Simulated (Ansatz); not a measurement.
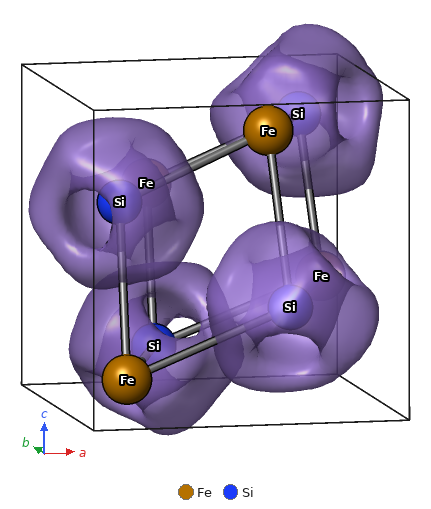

*FeSi. Isosurface of the electron localisation function at 0.55 (purple), seen slightly off an axis. Core shells and regions of very low density are left out. Sticks mark near contacts.*

Space group P2₁3; started from the database_198 prototype, which need not be the ambient phase; computed without spin polarisation.

These are results of DFT PBE, scalar-relativistic, plane waves, PAW in Ansatz, not measurements.

In a PAW calculation such maps are meaningful between the atoms, not at the nuclei.

```cif
data_structure
_symmetry_space_group_name_H-M 'P 1'
_symmetry_Int_Tables_number 1
_cell_length_a 4.4480
_cell_length_b 4.4480
_cell_length_c 4.4480
_cell_angle_alpha 90.000
_cell_angle_beta 90.000
_cell_angle_gamma 90.000
_cell_volume 88.00
loop_
_atom_site_label
_atom_site_type_symbol
_atom_site_fract_x
_atom_site_fract_y
_atom_site_fract_z
_atom_site_occupancy
Fe1 Fe 0.13600 0.13600 0.13600 1
Fe2 Fe 0.36400 0.86400 0.63600 1
Fe3 Fe 0.63600 0.36400 0.86400 1
Fe4 Fe 0.86400 0.63600 0.36400 1
Si1 Si 0.84072 0.84072 0.84072 1
Si2 Si 0.65928 0.15928 0.34072 1
Si3 Si 0.34072 0.65928 0.15928 1
Si4 Si 0.15928 0.34072 0.65928 1
```

What do the ELF domains correspond to?

The ELF exceeds this value in four regions wrapped around Si (the valence shell of each), counted in one cell of 8 atoms. Any copies at cell faces, edges or corners count once. Profiles from the grid: Fe–Si (2.27 Å): the ELF peaks at about 0.65 in the valence shell of Si, 0.9 Å from its nucleus, and is about 0.45 at the midpoint. Fe–Si (2.50 Å): the ELF peaks at about 0.65 in the valence shell of Si, 0.9 Å from its nucleus, and is about 0.45 at the midpoint.
